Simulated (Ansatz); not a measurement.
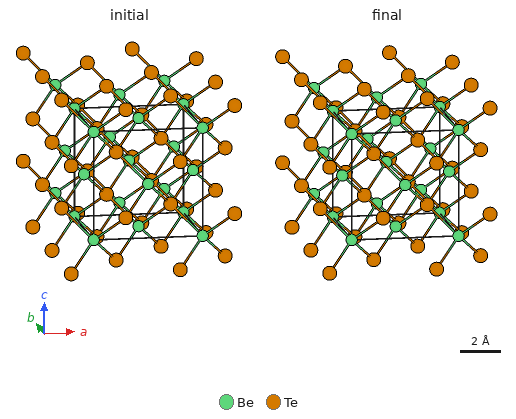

The structure of solid BeTe (built on the measured structure type) before (left) and after (right) a relaxation, at one scale.

A ball-and-stick model of the conventional cell (4 times the calculation's cell), repeated 1 × 2 × 1 with one cell outlined, seen slightly off an axis. Lengths and directions refer to the drawn axes.

Theory: DFT, LDA, plane waves, PAW (Ansatz).

The input:
```yaml
crystal:
  lattice:
    - [0.0, 2.8318743933, 2.8318743933]
    - [2.8318743933, 0.0, 2.8318743933]
    - [2.8318743933, 2.8318743933, 0.0]
  atoms:
    - { symbol: Be, position: [0.0, 0.0, 0.0] }
    - { symbol: Te, position: [0.25, 0.25, 0.25] }
kpoints:
  mp_grid: { grid: [8, 8, 8] }
hamiltonian:
  xc: lda
scf:
  occupations: { method: fermi_dirac, width: 0.02 }
relax:
  f_tol: 0.005
  cell: {}
output:
  write_density: true
  write_potential: true
  elf: true
  volumetric_format: npy
```

Command:
```bash
ansatz run input.yaml --threads 2 --pin off --max-ram 2211MiB --backend cpu --events-out ev --progress --plain --runs-dir out
```

### Summarise the run.

The atoms keep their places relative to the cell (all moves are under 0.005 Å). The drawn cell changes as follows: a = b = c 5.664 → 5.555 Å (−1.9 %); the volume changes by −5.7 %. Among the contacts that change: Be1–Te2 2.452 → 2.405 Å. The space group stays F-43m (No. 216). Over 3 accepted moves (4 points after the start) the energy falls by 27.9 meV per cell of the calculation. All forces vanish by symmetry, so only the cell relaxes. Pressure: −3.31 GPa at the start and −0.01 GPa at the end. The SCF was repeated once at an unchanged geometry on a basis and grid sized afresh for the cell, which shifted the energy by 0.5 meV per cell of the calculation at most. The run took roughly 7 core-seconds on a shared host.
